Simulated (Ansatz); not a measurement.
Zr8HS16 (cell with a defect)

The calculation's input:

```
crystal:
  lattice:
    - [-1.0e-10, -6.3829682949, 6.757906724]
    - [-1.0e-10, -6.3829682949, -6.757906724]
    - [7.3704169266, 6.3829682948, 0.0]
  atoms:
    - { symbol: Zr, position: [0.875, 0.875, 0.25] }
    - { symbol: Zr, position: [0.5, 0.5, 1.0] }
    - { symbol: Zr, position: [0.75, 0.75, 0.5] }
    - { symbol: Zr, position: [0.375, 0.375, 0.25] }
    - { symbol: Zr, position: [0.0, 0.0, 0.0] }
    - { symbol: Zr, position: [0.625, 0.625, 0.75] }
    - { symbol: Zr, position: [0.25, 0.25, 0.5] }
    - { symbol: Zr, position: [0.125, 0.125, 0.75] }
    - { symbol: S, position: [0.3095084477, 0.5238248857, 0.5] }
    - { symbol: S, position: [0.9345084477, 0.1488248857, 0.25] }
    - { symbol: S, position: [0.1845084477, 0.3988248857, 0.75] }
    - { symbol: S, position: [0.8095084477, 0.0238248857, 0.5] }
    - { symbol: S, position: [0.4345084477, 0.6488248857, 0.25] }
    - { symbol: S, position: [0.0595084477, 0.2738248857, 0.0] }
    - { symbol: S, position: [0.6845084477, 0.8988248857, 0.75] }
    - { symbol: S, position: [0.5595084477, 0.7738248857, 0.0] }
    - { symbol: S, position: [0.8154915523, 0.6011751143, 0.25] }
    - { symbol: S, position: [0.4404915523, 0.2261751143, 1.0] }
    - { symbol: S, position: [0.6904915523, 0.4761751143, 0.5] }
    - { symbol: S, position: [0.3154915523, 0.1011751143, 0.25] }
    - { symbol: S, position: [0.9404915523, 0.7261751143, 0.0] }
    - { symbol: S, position: [0.5654915523, 0.3511751143, 0.75] }
    - { symbol: S, position: [0.1904915523, 0.9761751143, 0.5] }
    - { symbol: S, position: [0.0654915523, 0.8511751143, 0.75] }
    - { symbol: H, position: [0.1395124347, 0.5589100607, 0.0082124168], spin: 1.0 }
basis:
  ecutwfc: 420
  xc_grid: 2
kpoints:
  mp_grid: { grid: [2, 2, 2], shift: [0.5, 0.5, 0.5] }
hamiltonian:
  xc: pbe
scf:
  occupations: { method: gaussian, width: 0.02 }
output:
  forces: true
  stress: false
  eigenvalues: true
  populations: true
  write_density: true
  write_potential: true
  elf: true
  volumetric_format: npy
magnetization:
  spin_polarized: true
relax:
  adjacent_minimum: "off"
  f_tol: 0.02
  max_steps: 60
```

Launched as:

```sh
ansatz run input.yaml --threads 4 --pin off --max-ram 10240MiB --backend cpu --events-out ev --progress --plain --runs-dir out
```

The fields are those of the run's last geometry, not of the input's.

Spin-polarised.

Computed with Ansatz, DFT PBE, scalar-relativistic, plane waves, PAW.

### Predict the valence pseudo-density and electron localisation function between the atoms.

S–H (1.36 Å): ρ is about 1.4 e/Å³ halfway; the ELF climbs to about 1 towards the hydrogen, as it does in any bond to H (a covalent bond by its length).
Zr–S (2.49 Å): the density is about 0.5 e/Å³ at the midpoint; the ELF peaks at about 0.85 in the valence shell of S, 0.8 Å from its nucleus, and is about 0.40 at the midpoint.
Zr–S (2.57 Å): ρ at the midpoint is about 0.44 e/Å³; the ELF peaks at about 0.85 in the valence shell of S, 0.9 Å from its nucleus, and is about 0.40 at the midpoint.
Zr–S (2.57 Å): ρ is about 0.44 e/Å³ halfway; the ELF peaks at about 0.85 in the valence shell of S, 0.9 Å from its nucleus, and is about 0.40 at the midpoint.

### Does the calculation make it a metal, or give it a gap?

It is metallic or semimetallic at this level of theory: no gap opens.

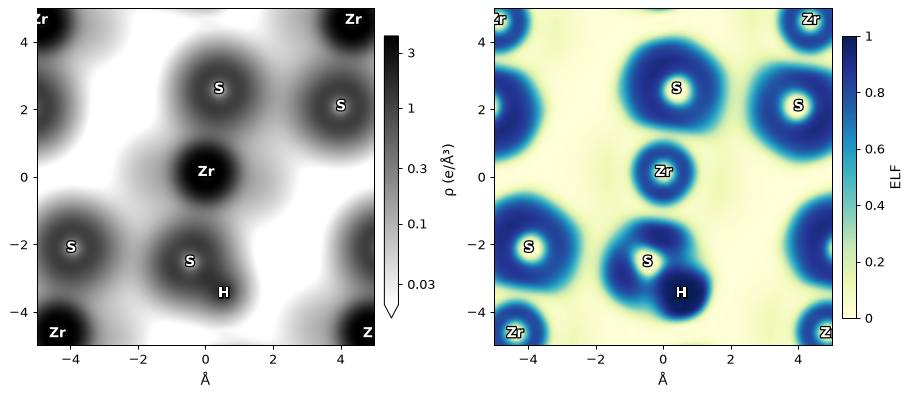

Computed valence pseudo-density and electron localisation function on the (001) plane of the calculation cell, in this order. 
